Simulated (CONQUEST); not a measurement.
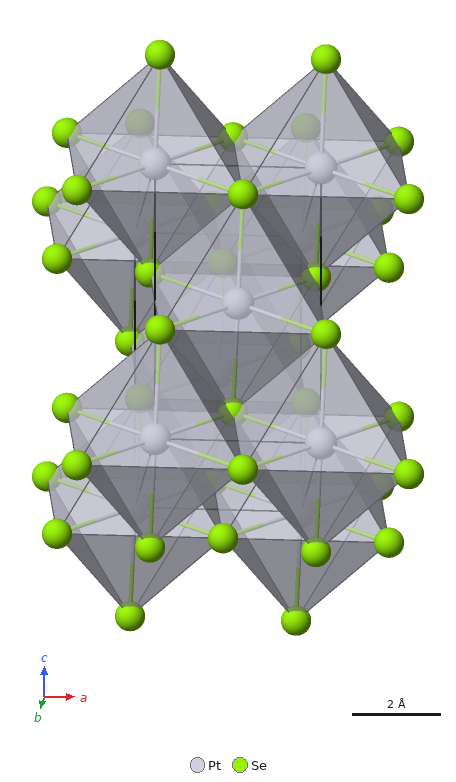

*The structure (polyhedral view of the cell of the calculation, seen at an oblique angle; polyhedra are completed across the faces of the cell).*

**PtSe2: single-point calculation at one volume of an equation of state**

PtSe2 (P-3m1, 6 atoms in the cell), computed with Kohn-Sham DFT of a periodic cell, PBE, PseudoDojo NC PBE, no spin polarisation (CONQUEST 1.3).

The structure derives from an entry of the Crystallography Open Database. It belongs to a series of runs on one base structure; here: volume scaled by 1.06.

Input file
```
IO.Title PtSe2
IO.Coordinates coords.dat
IO.FractionalAtomicCoords T
IO.Iprint 2
IO.Iprint_init 1
General.NumberOfSpecies 2
General.PseudopotentialType hamann
AtomMove.TypeOfRun static
AtomMove.FullStress T
Grid.PointsAlongX 36
Grid.PointsAlongY 48
Grid.PointsAlongZ 64
DM.SolutionMethod diagon
Diag.MPMesh T
Diag.GammaCentred T
Diag.MPMeshX 7
Diag.MPMeshY 5
Diag.MPMeshZ 4
Diag.kT 0.00183747
minE.SCTolerance 1e-6
SC.MaxIters 100
IO.AtomChargeOutput T
%block ChemicalSpeciesLabel
1 195.080 Pt
2 78.960 Se
%endblock
```

Hardware: 1 thread of Intel Xeon @ 2.90GHz (Ice Lake), 16 GiB of memory available, shared host.

Command:
```bash
Conquest
```

What the program printed
```
Simulation cell dimensions:     7.1754 a0 x     9.7534 a0 x    12.4281 a0

      Atomic coordinates (a0)
         Atom         X         Y         Z  Species
            1    0.0000    0.0000    0.0000        1
            2    3.5877    0.0000    6.2140        1
            3    0.0000    7.3151    4.1427        2
            4    3.5877    7.3151   10.3567        2
            5    0.0000    2.4384    8.2854        2
            6    3.5877    2.4384    2.0713        2

         Monkhorst-Pack mesh:   7 x   5 x   4 gamma-centred
        This calculation includes non-local pseudopotentials,
         with a maximum core radius of      7.29280361

    Job title: PtSe2
    Job to be run: static calculation

    Ground state search:
      Support functions represented with PAO basis
      1:1 PAO to SF mapping
      Non-spin-polarised electrons
      Solving for the K matrix using diagonalisation
      Using Fermi-Dirac smearing

    Integration grid size:     36 x   48 x   64

    Integration grid spacing:  0.199 a0 x 0.203 a0 x 0.194 a0

    Number of species:  2
    --------------------------------------------------------
    |   #  mass (au)  Charge (e)  SF Rad (a0)  NSF  Label  |
    --------------------------------------------------------
    |   1    195.080      18.000        7.518   13  Pt     |
    |   2     78.960      16.000        6.705   14  Se     |
    --------------------------------------------------------
          SCF tolerance:                 0.00000100
          SCF iterations:               100

    The functional used will be GGA PBE96

           radial cut-off to be used is taken to be max PAO cut-off radius for this species:    7.292804

           greatest ang. mom. for making density from PAOs:  2

           radial cut-off to be used is taken to be max PAO cut-off radius for this species:    6.366323

           greatest ang. mom. for making density from PAOs:  2
    Minimum blocs/proc is     1728. Maximum blocs/proc is     1728
    set_atom_dens: In set_atomic_density, electrons :     100.000000000000
 matrix_size & matrix_size_padH =           82          82

    Screened ion int: energy:    -572.223574717991 Ha

    new_SC_potl: Starting.  Tolerance:  0.10000E-05

    PulayMixSC: Starting Pulay mixing, A_up =  0.500 A_dn =  0.500
    PulayMixSC: Spin non-polarised calculation.
          Harris-Foulkes Energy            :      -746.160964965762332 Ha
          GroundState Energy (E-(1/2)TS)   :      -746.160971235286638 Ha
          Free Energy (E-TS)               :      -746.160977504810944 Ha
          DFT Total Energy                 :      -745.892885239013594 Ha
          Total number of electrons        :       100.000000000000938
    PulayMixSC: Pulay iteration     1 residual:              0.25329E-02
          Harris-Foulkes Energy            :      -746.184574949975172 Ha
          GroundState Energy (E-(1/2)TS)   :      -746.184874364796997 Ha
          Free Energy (E-TS)               :      -746.185173779618708 Ha
          DFT Total Energy                 :      -745.798406693529614 Ha
          Total number of electrons        :       100.000034054915133
    PulayMixSC: Pulay iteration     2 residual:              0.17977E-02
          Harris-Foulkes Energy            :      -746.100077781484629 Ha
          GroundState Energy (E-(1/2)TS)   :      -746.100150726248103 Ha
          Free Energy (E-TS)               :      -746.100223671011463 Ha
          DFT Total Energy                 :      -746.056228455987366 Ha
          Total number of electrons        :       100.000043260094728
    PulayMixSC: Pulay iteration     3 residual:              0.92739E-03
          Harris-Foulkes Energy            :      -746.089633156200080 Ha
          GroundState Energy (E-(1/2)TS)   :      -746.089863913461727 Ha
          Free Energy (E-TS)               :      -746.090094670723488 Ha
          DFT Total Energy                 :      -746.089262790504677 Ha
          Total number of electrons        :       100.000062288396279
    PulayMixSC: Pulay iteration     4 residual:              0.67010E-04
          Harris-Foulkes Energy            :      -746.089570214769083 Ha
          GroundState Energy (E-(1/2)TS)   :      -746.089785786267953 Ha
          Free Energy (E-TS)               :      -746.090001357766823 Ha
          DFT Total Energy                 :      -746.089533461182100 Ha
          Total number of electrons        :       100.000063758726753
    PulayMixSC: Pulay iteration     5 residual:              0.24328E-04
          Harris-Foulkes Energy            :      -746.089549885854694 Ha
          GroundState Energy (E-(1/2)TS)   :      -746.089770862810269 Ha
          Free Energy (E-TS)               :      -746.089991839765844 Ha
          DFT Total Energy                 :      -746.089548198479065 Ha
          Total number of electrons        :       100.000064450677669
    PulayMixSC: Pulay iteration     6 residual:              0.47658E-05
          Harris-Foulkes Energy            :      -746.089550482211848 Ha
          GroundState Energy (E-(1/2)TS)   :      -746.089770826382164 Ha
          Free Energy (E-TS)               :      -746.089991170552594 Ha
          DFT Total Energy                 :      -746.089550334141450 Ha
          Total number of electrons        :       100.000064641375005
    PulayMixSC: Pulay iteration     7 residual:              0.14810E-05
          Harris-Foulkes Energy            :      -746.089551555946628 Ha
          GroundState Energy (E-(1/2)TS)   :      -746.089771597968252 Ha
          Free Energy (E-TS)               :      -746.089991639989876 Ha
          DFT Total Energy                 :      -746.089551553438355 Ha
          Total number of electrons        :       100.000063055512712
    PulayMixSC: Pulay iteration     8 residual:              0.21491E-06
    PulayMixSC: Reached SCF tolerance of  0.21491E-06 after      8 iterations
      | Number of electrons      =       100.000063
      |* band energy as 2Tr[K.H] =      -135.371996583492802 Ha
      |  screened ion-ion energy =      -572.223574717990800 Ha
      |  Ha correction           =         3.844165874765234 Ha
      |  XC correction           =       -42.338159450590425 Ha
      | GS Energy as E-(1/2)TS   =      -746.089771597968252 Ha
      | Free Energy as E-TS      =      -746.089991639989876 Ha
      |* Harris-Foulkes energy   =      -746.089551555946628 Ha
      |* DFT total energy        =      -746.089551553438355 Ha
      |  estimated accuracy      =        -0.000000002508273 Ha

    force: Forces on atoms (Ha/a0)
    force:  Atom   X              Y              Z
    force:     1  -0.0000000000   0.0000000000   0.0000000000
    force:     2   0.0000000000  -0.0000000000  -0.0000000000
    force:     3  -0.0000000000  -0.0137887496  -0.0002783892
    force:     4   0.0000000000  -0.0137887496  -0.0002783892
    force:     5  -0.0000000000   0.0137887496   0.0002783892
    force:     6   0.0000000000   0.0137887496   0.0002783892

    force: Maximum force :        0.01378875(Ha/a0) on atom         5 in y direction
    force: Force Residual:        0.01126076 Ha/a0
    force: Total stress:         -3.87168374     0.00000000     0.00000000 GPa
                             0.00000000    -4.50311069     0.03992626
                             0.00000000     0.03992626    -4.63258627
    force: Average pressure:      4.33579357 GPa

    force: Finished force
    get_E_and_F: Change in energy during last step of electronic optimisation: -0.10737E-05

    BIBLIOGRAPHY: Please consider citing the following references in the conquest.bib file

    CONQUEST:         Bowler2002pt, Miyazaki2004, Nakata2020
    Basis:            Bowler2019
    DM:               Bowler:2006xr
    Pseudopotentials: Hamann2013, Bowler2019
    XC functional:    Perdew1996
```

File coords.dat
```
    7.1753621896     0.0000000000     0.0000000000
    0.0000000000     9.7534058549     0.0000000000
    0.0000000000     0.0000000000    12.4280918743
6
  0.0000000000   0.0000000000   0.0000000000 1 T T T
  0.5000000000   0.0000000000   0.5000000000 1 T T T
  0.0000000000   0.7500000000   0.3333333330 2 T T T
  0.5000000000   0.7500000000   0.8333333330 2 T T T
  0.0000000000   0.2500000000   0.6666666670 2 T T T
  0.5000000000   0.2500000000   0.1666666670 2 T T T
```

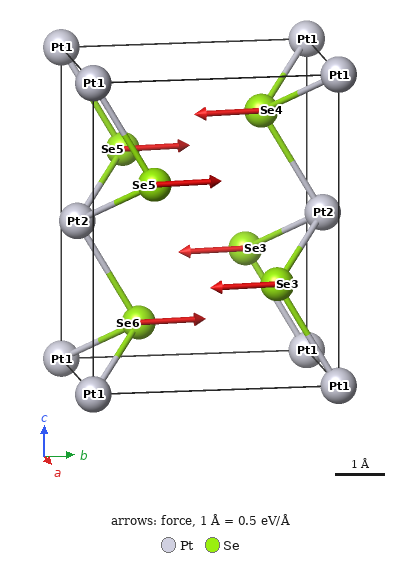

*Forces on the atoms as red arrows (ball-and-stick view of the cell of the calculation, seen slightly off an axis; atoms are numbered from 1 in the order of the input).*

The largest act on all 4 Se atoms (0.71 eV/Å). The geometry is not a stationary point of this energy.

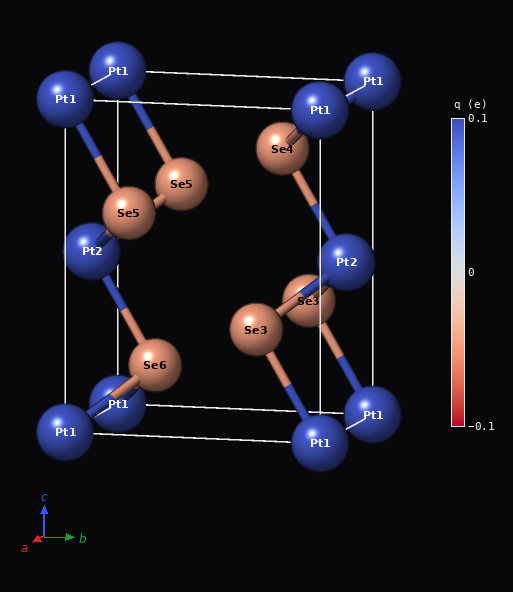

*Mulliken charges, as the colour of each atom (ball-and-stick view of the cell of the calculation, seen slightly off an axis; atoms are numbered from 1 in the order of the input).*

By element: Pt +0.10 and Se −0.05 e.

Summary

```csv
quantity,value
outcome,converged
space group (tolerance 0.01 Å),P-3m1 (164)
electrons treated,100
free energy,−20302.1429 eV
Fermi energy,−4.312 eV
gap on the k-point mesh,none (metallic)
pressure,4.34 GPa
largest force (length of the vector),0.709 eV/Å
wall time,49 s
peak memory,0.62 GiB
```

Remarks

Points of doubt noted for this run: small atomic basis. Spin–orbit coupling is left out, which matters for Pt.
